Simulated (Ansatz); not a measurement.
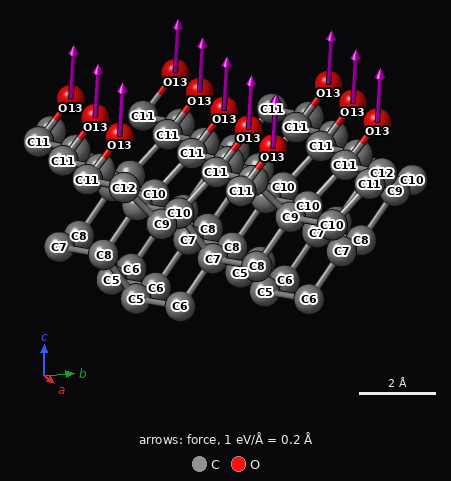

Starting geometry of a slab of composition C$_{12}$O (cut from the Fd-3m phase) with the computed forces as purple arrows. The picture is a ball-and-stick view of the atoms within 5.8 Å of the atom that moves most (axes of the 3 × 2 repeat of the cell, outlined in the plane, without the vacuum), seen slightly off an axis.

Case: O over the place (0/4, 1/4) of the surface cell, its height relaxed. The slab is the (1 1 0) face of C with O on it. 12 atoms are held fixed.

Method: Ansatz, DFT PBEsol, scalar-relativistic, plane waves, PAW.

Input
```yaml
crystal:
  lattice:
    - [2.5129226041, 0.0, 0.0]
    - [0.0, 3.5538092279, 0.0]
    - [0.0, 0.0, 25.2823065103]
  atoms:
    - { symbol: C, position: [0.5, 0.0, 0.3362035025] }
    - { symbol: C, position: [0.0, 0.25, 0.3362035025] }
    - { symbol: C, position: [0.0, 0.5, 0.3859007602] }
    - { symbol: C, position: [0.5, 0.75, 0.3859007602] }
    - { symbol: C, position: [0.5, 0.0, 0.4355980179] }
    - { symbol: C, position: [0.0, 0.25, 0.4355980179] }
    - { symbol: C, position: [0.0, 0.5012213661, 0.4850750696] }
    - { symbol: C, position: [0.5, 0.7487786339, 0.4850750696] }
    - { symbol: C, position: [0.5, 0.0097937657, 0.5360759099] }
    - { symbol: C, position: [0.0, 0.2402062343, 0.5360759099] }
    - { symbol: C, position: [0.0, 0.5296167304, 0.5777788143] }
    - { symbol: C, position: [0.5, 0.7203832696, 0.5777788143] }
    - { symbol: O, position: [0.0, 0.7796167304, 0.6220785699], spin: 2.0 }
basis:
  ecutwfc: 420
kpoints:
  mp_grid: { grid: [11, 8, 1] }
hamiltonian:
  xc: pbesol
scf:
  occupations: { method: gaussian, width: 0.05 }
output:
  forces: true
  eigenvalues: true
  populations: true
  write_density: true
  write_potential: true
  elf: true
  volumetric_format: npy
magnetization:
  spin_polarized: true
relax:
  adjacent_minimum: "off"
  f_tol: 0.02
  max_steps: 25
  constraints:
    - { sites: [0, 1, 2, 3, 4, 5, 6, 7, 8, 9, 10, 11] }
    - { site: 12, fix: xy }
efield:
  axis: 3
  dipole_correction: true
  ramp_width: 0.04
```

Run as
```bash
ansatz run input.yaml --threads 2 --pin off --max-ram 5120MiB --backend cpu --events-out ev --progress --plain --runs-dir out
```

Q: Is this structure relaxed? If not, where do the atoms go?

A: It isn't relaxed: the largest force vector, on O13, is 7.56 eV/Å. The atoms end up moving mostly along the starting forces (cosine between the two patterns 1.00). Over 3 accepted moves (4 points after the start) the energy falls by 0.902 eV per cell of the calculation. Largest force component: 7.5 eV/Å at the start, 0.013 eV/Å at the end. 1 step only repeated the SCF at the same geometry. The largest move is that of O13, 0.26 Å along the normal (+c). C stays in place. The lattice vectors keep their values. Near-neighbour distances that change, for instance: C11–O13 1.430 → 1.642 Å. Bond angles that change, for instance: C10–C11–O13 174.1° → 168.5°, C12–C11–O13 72.8° → 75.1°. The program noted that the starting moments weren't kept.

Limits of the set-up: the periodic images lie only 2.5 Å apart, so the values are limited by the cell's size.
